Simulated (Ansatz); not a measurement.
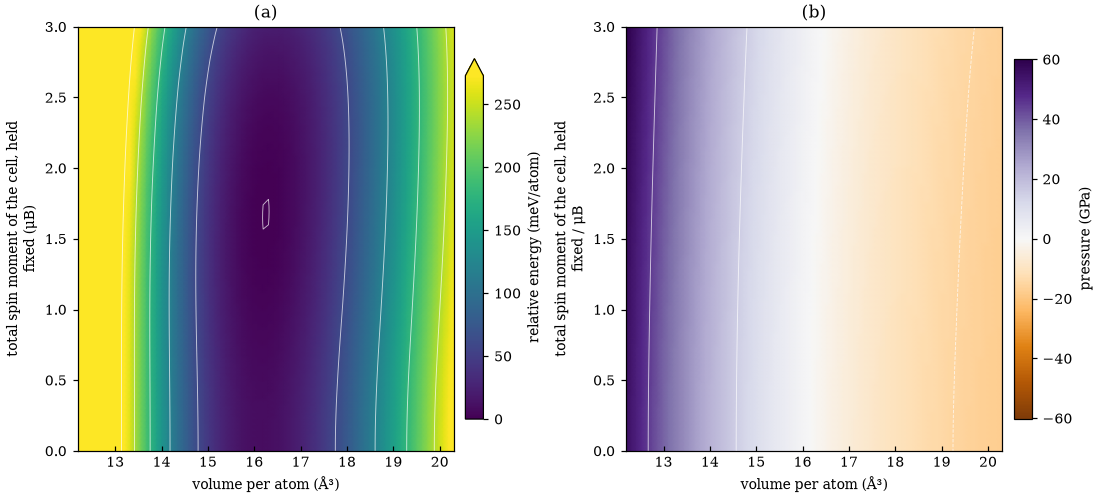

Ti₃Al (Fm-3m, No. 225; 4 atoms in the cell). The energy is mapped over volume and a fixed ferromagnetic moment. The first coordinate is: volume per atom; the second: total spin moment of the cell, held fixed. Nothing is relaxed (shape and fractional coordinates fixed). The scan uses a 9 × 11 grid. Points are written as (first, second). All energies are given in meV/atom relative to the lowest grid point. The moment is held fixed and parallel; antiferromagnetic orders weren't tried. The electronic state followed may not be the lowest one. These are results of DFT PBEsol, scalar-relativistic, plane waves, PAW (Ansatz), not measurements. Settings: cutoff 520 eV, k-mesh 12×12×12, gaussian smearing 0.15 eV.

Panel (a) is the energy and panel (b) the computed pressure on the same grid.

The picture shows a smooth colour map with a few white contour lines, one colour for all values above the top of the scale. Between grid points the surface is interpolated.

> How does the pressure vary over the map, and what is it at the lowest grid point?

It runs from −18 GPa at (20.31 Å³, 0.0 μB) to 60 GPa at (12.19 Å³, 3.0 μB). At the lowest grid point, (16.25 Å³, 1.8 μB), it is 0 GPa. The pressure is minus the slope of the energy with volume, so it vanishes at the true minimum, which need not be a grid point.

PAW datasets: the set soft_1.
